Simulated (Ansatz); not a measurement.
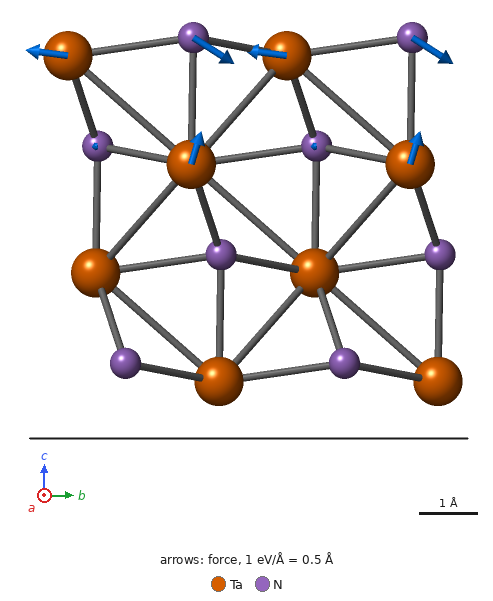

Starting geometry of a slab of composition TaN (cut from the P-6m2 phase) with the computed forces as blue arrows. The picture is a ball-and-stick view of the cell of the calculation, outlined in the plane, without the vacuum, seen along the a axis.

Case: clean slab, lower planes held. The slab is the (1 0 1) face of TaN. 16 atoms are held fixed.

These are results of DFT PBE+D3(BJ), scalar-relativistic, plane waves, PAW in Ansatz 0.2.0, not measurements. Settings: plane-wave cutoff 420 eV; k-point mesh 4 × 3 × 1; occupations gaussian; smearing width 0.1 eV; no spin polarisation; dipole correction; atoms relaxed in a fixed cell; force threshold 0.03 eV/Å; at most 70 steps.

### Is this structure relaxed? If not, where do the atoms go?

It isn't relaxed: the largest force vector, on N atoms, is 1.71 eV/Å. The atoms end up moving mostly along the starting forces (cosine between the two patterns 0.87). After 4 accepted moves (5 points after the start) the energy has fallen by 0.744 eV per cell of the calculation. The largest force component goes from 1.5 to 0.026 eV/Å. 1 step only repeated the SCF at the same geometry. The largest moves, 0.14 Å, are those of N atoms. Largest moves by element: N 0.14 Å, Ta 0.05 Å. The lattice vectors keep their values. Among the contacts that change: N–Ta 2.221 → 2.390 Å, N–Ta 2.221 → 2.087 Å, N–Ta 2.221 → 2.152 Å, Ta–Ta 2.929 → 2.879 Å. Bond angles that change, for instance: Ta–N–Ta 82.5° → 89.1°, Ta–N–Ta 82.5° → 85.6°, Ta–N–Ta 135.3° → 133.1°.
